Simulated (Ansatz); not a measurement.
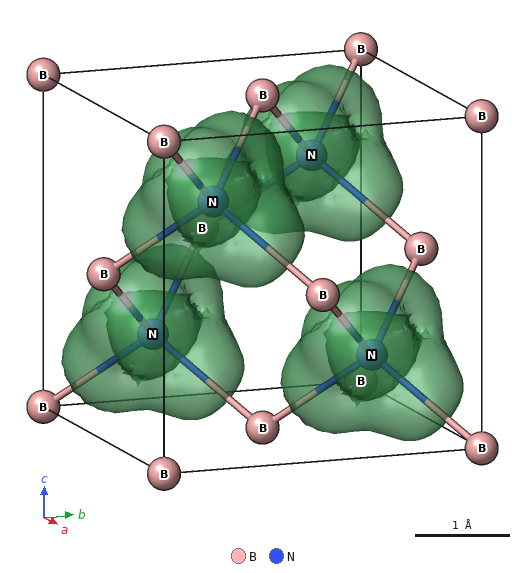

The picture shows: BN. Isosurface of the ELF at 0.7 (green), seen slightly off an axis. Core shells and regions of very low density are left out. Sticks mark near contacts.

Space group F-43m; a structure from a database of computed crystals, not necessarily the ambient phase.

These are results of DFT PBE, scalar-relativistic, plane waves, PAW in Ansatz, not measurements.

Input

```
crystal:
  lattice:
    - [0.0, 1.8123485119, 1.8123485119]
    - [1.8123485119, 0.0, 1.8123485119]
    - [1.8123485119, 1.8123485119, 0.0]
  atoms:
    - { symbol: B, position: [0.0, 0.0, 0.0] }
    - { symbol: "N", position: [0.75, 0.75, 0.75] }
basis:
  ecutwfc: 420
kpoints:
  mp_grid: { grid: [12, 12, 12] }
hamiltonian:
  xc: pbe
scf:
  occupations: { method: gaussian, width: 0.05 }
output:
  forces: true
  stress: true
  eigenvalues: true
  write_density: true
  write_potential: true
  elf: true
  volumetric_format: npy
```

Command:

```sh
ansatz run input.yaml --threads 1 --pin off --max-ram 2560MiB --backend cpu --events-out ev --progress --plain --runs-dir out
```

Below, planes, directions and counts refer to the conventional cell (a = 3.62 Å, b = 3.62 Å, c = 3.62 Å, α = 90.00°, β = 90.00°, γ = 90.00°).

**Where are the electrons localised?**

The surface consists of four regions on N in which the atom's valence shell and bonds are merged, counted in one cell of 8 atoms. Any copies at cell faces, edges or corners count once. Profiles from the grid: B–N (1.57 Å): the ELF peaks at about 0.95 between the atoms; a shared but strongly polarised pair.

**Does the calculation make it a metal, or give it a gap?**

It is gapped, with a Kohn–Sham gap of 4.5 eV on the k-point mesh (the band edges may lie off the mesh, which would make the gap smaller).
